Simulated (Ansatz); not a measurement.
System: Na₂S, space group Fm-3m (No. 225).

The given structure:
```yaml
crystal:
  lattice:
    - [0.00000, 3.27350, 3.27350]
    - [3.27350, 0.00000, 3.27350]
    - [3.27350, 3.27350, 0.00000]
  atoms:
    - { symbol: S, position: [0.00000, 0.00000, 0.00000] }
    - { symbol: Na, position: [0.75000, 0.75000, 0.75000] }
    - { symbol: Na, position: [0.25000, 0.25000, 0.25000] }
```

How it was computed, with Ansatz 0.2.0: Born effective charges by linear response at the zone centre, in units of the proton charge, Cartesian axes of the given cell; plane-wave DFT, no spin polarisation. Level: PBE.

- k mesh: 6×6×6
- occupations: fixed
- potentials: Ansatz PAW
- wave cutoff: 420 eV
- density cutoff: 1680 eV
- program settings: xc grid level 2, xc grid task field_response

Describe the result: the mean Born effective charge of each atom. The cases: S; Na 1; Na 2.

The largest in size is that of S, −1.93 e, and the charges add up to 0.00 e. The charges are isotropic.

| atom | mean Born effective charge (e) |
| --- | --- |
| S | −1.933 |
| Na 1 | 0.966 |
| Na 2 | 0.966 |

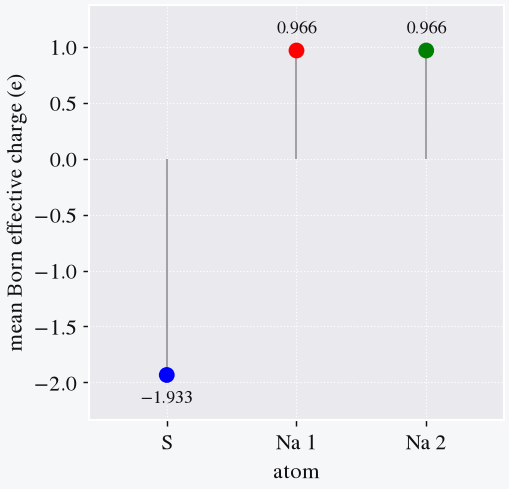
